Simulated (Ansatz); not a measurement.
F

```
F
1.0
     5.23389    0.00000   -0.25163
     0.00000    3.03029    0.00000
    -1.77548    0.00000    6.91932
F
8
Direct
  0.08375 0.00000 0.09654
  0.58375 0.50000 0.09654
  0.41625 0.50000 0.90346
  0.91625 0.00000 0.90346
  0.49559 0.00000 0.59688
  0.99559 0.50000 0.59688
  0.00441 0.50000 0.40312
  0.50441 0.00000 0.40312
```

Space group C2/m; changed on purpose from its base cell (volume × 0.94, shape and atoms relaxed).

Theory: DFT r2SCAN, scalar-relativistic, plane waves, PAW (Ansatz).

In a PAW calculation such maps are meaningful between the atoms, not at the nuclei.

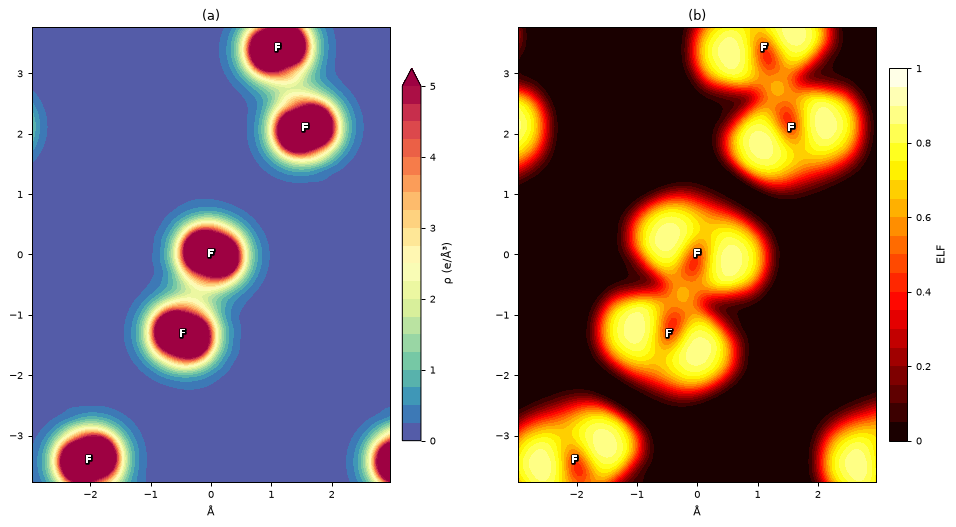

Figure 1. (a) valence pseudo-density; (b) electron localisation function on the (010) plane of the conventional cell.

### Interpret the plot.

The plane passes through F nuclei. F–F (1.40 Å): ρ is about 2 e/Å³ halfway; the ELF peaks at about 0.60 between the atoms. The density dies away to nearly zero in the voids. The ELF also peaks beside F, away from the bonds: lone-pair regions.

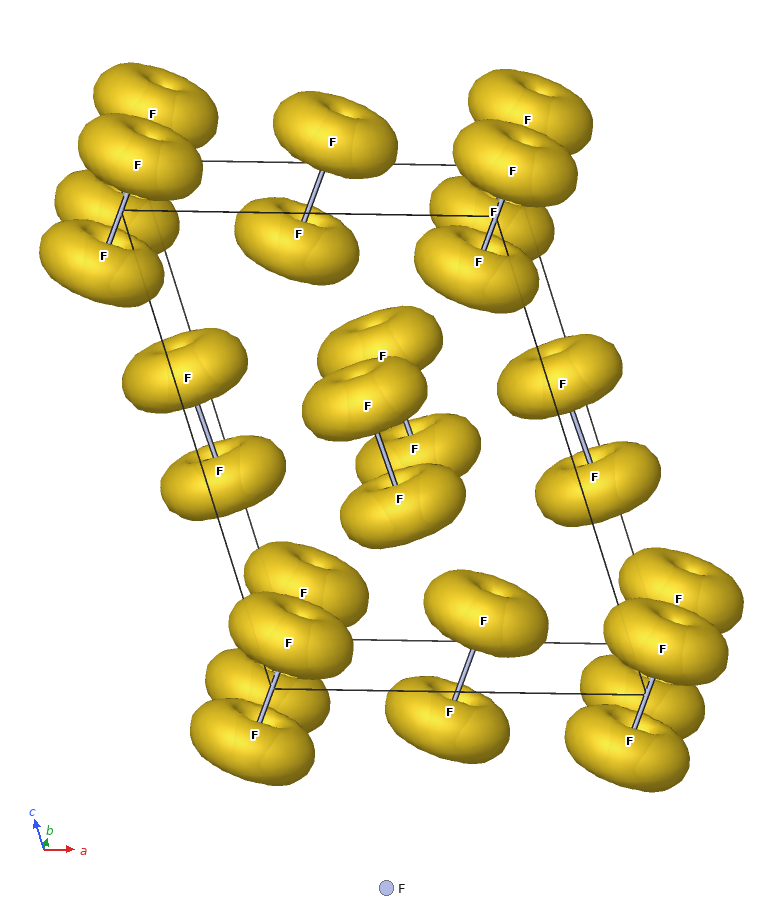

Figure 2. Isosurface of the ELF at 0.75 (yellow), seen at an oblique angle. Core shells and regions of very low density are left out. Sticks mark near contacts.

### Describe the localisation domains.

The surface consists of eight regions wrapped around F (the valence shell of each), counted in one cell of 8 atoms. Regions shared between cells count once.

### Does the calculation give a band gap?

It is gapped, with a Kohn–Sham gap of 3.6 eV on the k-point mesh, an upper bound to the gap of this method.
